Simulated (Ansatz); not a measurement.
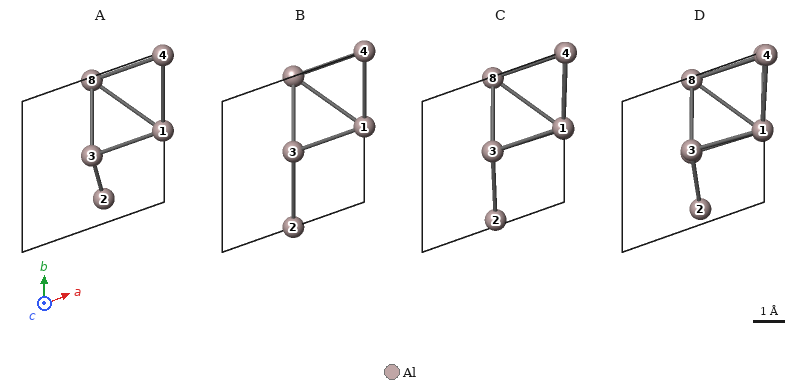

4 geometries from one relaxation of crystalline Al (set up in P1), in shuffled order. Style: ball-and-stick. Shown: the cell of the calculation, reduced to other axes, along the c axis. Lengths and directions refer to the drawn axes.

These are results of DFT LDA, scalar-relativistic, plane waves, PAW (Ansatz), not measurements. (plane-wave cutoff 420 eV; k-point mesh 8 × 8 × 8; occupations gaussian; smearing width 0.15 eV; no spin polarisation; atoms relaxed in a fixed cell; force threshold 0.01 eV/Å; at most 80 steps)

Question: Put them in the order of the run, from the start to the converged end.

Answer: A, D, C, B. They are steps 0, 2, 4, 7, at +836 meV per atom, +127 meV per atom, +18.1 meV per atom relative to the last. The atom that moves furthest is an Al atom (1.05 Å along [−1 −3 1]). The cell doesn't change. Among the contacts that change: Al–Al 3.965 → 2.819 Å, Al–Al 1.740 → 2.815 Å, Al–Al 3.752 → 2.817 Å, Al–Al 3.643 → 2.817 Å. Bond angles that change, for instance: Al–Al–Al 161.6° → 120.1°, Al–Al–Al 128.0° → 90.0°, Al–Al–Al 157.8° → 120.1°. The space group (tolerance 0.01 Å) goes from P1 (No. 1) to Fm-3m (No. 225). The energy falls by 836 meV per atom in 6 accepted moves (7 points after the start). Largest force component: 15 eV/Å at the start, 0.0045 eV/Å at the end. 1 step only repeated the SCF at the same geometry.
